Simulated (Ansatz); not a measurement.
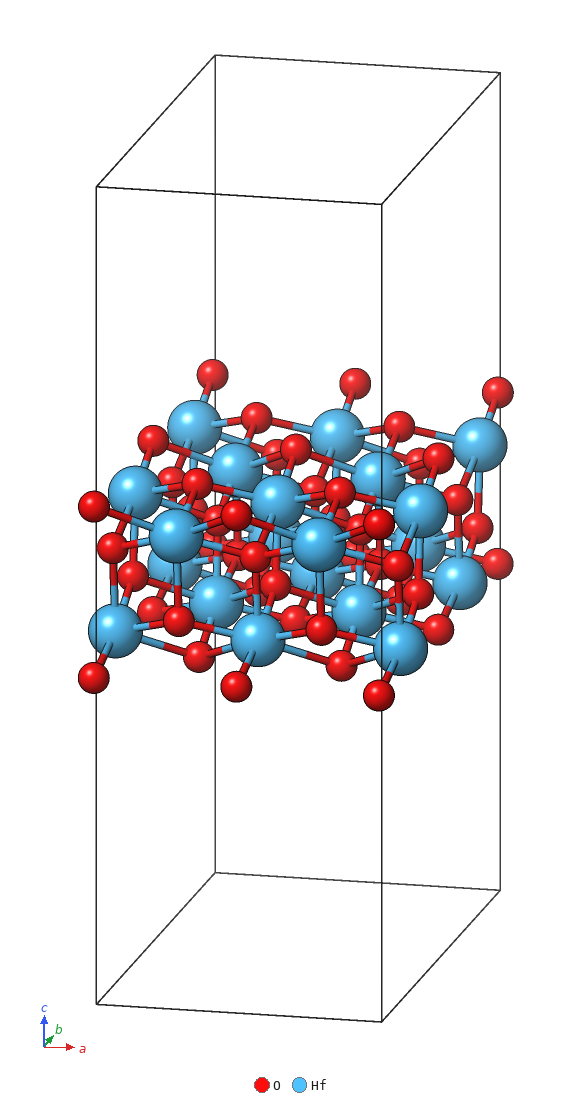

Crystal structure, ball-and-stick style, seen from the side at a slight tilt. The wireframe shows the simulation cell.

HfO₂, a = 7.17 Å, b = 12.65 Å, c = 20.74 Å, α = 90.00°, β = 90.00°, γ = 90.00°.

Method used: DFT PBE+D3(BJ), scalar-relativistic, plane waves, PAW in Ansatz. It ran with wavefunction cutoff 420 eV, k-grid 2×2×1, Gaussian smearing of 0.05 eV, no spin polarisation.

Question: How large a gap does the method give, if there is one?

Answer: An insulator at this level, with a gap of 3.81 eV on the k-mesh (the true edges may lie between mesh points, so the gap can be somewhat smaller).

It goes back to a structure listed in the Materials Project, from which a slab was cut. The atoms were relaxed in a fixed cell with Ansatz 0.2.0, DFT PBE+D3(BJ), scalar-relativistic, plane waves, PAW, but for 24 held in place.

At this level of theory the run's own cell isn't at rest (forces up to 1.7 eV/Å), so its distances can differ from those at equilibrium, the more so the softer the solid.
